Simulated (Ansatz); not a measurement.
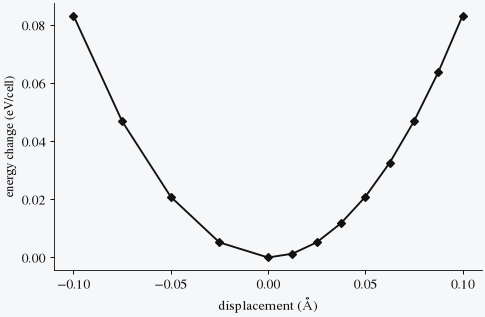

The plot gives the computed energy change against displacement for AlGa₃N₄, space group P-43m (No. 215).

Structure:
```
CELL_PARAMETERS angstrom
4.47169 0.00000 0.00000
0.00000 4.47169 0.00000
0.00000 0.00000 4.47169
ATOMIC_POSITIONS crystal
Al 0.00000 0.00000 0.00000
Ga 0.50000 0.50000 0.00000
Ga 0.50000 0.00000 0.50000
Ga 0.00000 0.50000 0.50000
N 0.75571 0.75571 0.24429
N 0.75571 0.24429 0.75571
N 0.24429 0.75571 0.75571
N 0.24429 0.24429 0.24429
```

Computed with Ansatz 0.2.0: one atom of a crystal moved along a line, all else fixed, by plane-wave density functional theory with PAW datasets, free energies less that of the undisturbed cell, pressure positive in compression; scalar-relativistic. Level: LDA, no spin polarisation.

- wave cutoff: 420 eV
- k mesh: 6×6×6
- occupations: Gaussian
- smearing width: 0.05 eV
- k shift: (0, 0, 0) (mesh steps)
- start: as given
- moved atom: 2
- direction: (0, 0, 1) (Cartesian unit vector)

The points at displacement −0.075, −0.025, 0.05 and 0.1 follow from computed ones by symmetry.

From this curve and the settings, what does the calculation give for the force along the direction (sum over moved atoms), pressure and gap on the k mesh at the same points?

The force along the direction (sum over moved atoms) falls from 1.66 eV/Å at displacement −0.1000 Å to −1.66 eV/Å at 0.1000 Å, and changes sign near 0.000 Å. The pressure goes from −5.501 GPa at displacement −0.1000 Å to −5.501 GPa at 0.1000 Å, not monotonically, with a low of −5.792 GPa at 0.0000 Å. The gap on the k mesh stays open and runs from 2.274 eV at displacement −0.1000 Å to 2.274 eV at 0.1000 Å, with its largest value, 2.348 eV, at 0.0000 Å.

| displacement (Å) | force along the direction (sum over moved atoms) (eV/Å) | pressure (GPa) | gap on the k mesh (eV) |
| --- | --- | --- | --- |
| −0.1000 | 1.66 | −5.501 | 2.274 |
| −0.0750 | 1.25 | −5.629 | 2.298 |
| −0.0500 | 0.83 | −5.720 | 2.318 |
| −0.0250 | 0.42 | −5.774 | 2.335 |
| 0.0000 | 0.00 | −5.792 | 2.348 |
| 0.0125 | −0.21 | −5.788 | 2.342 |
| 0.0250 | −0.42 | −5.774 | 2.335 |
| 0.0375 | −0.63 | −5.752 | 2.327 |
| 0.0500 | −0.83 | −5.720 | 2.318 |
| 0.0625 | −1.04 | −5.679 | 2.309 |
| 0.0750 | −1.25 | −5.629 | 2.298 |
| 0.0875 | −1.45 | −5.570 | 2.287 |
| 0.1000 | −1.66 | −5.501 | 2.274 |

Limits of the calculation: reference crystal is not relaxed.
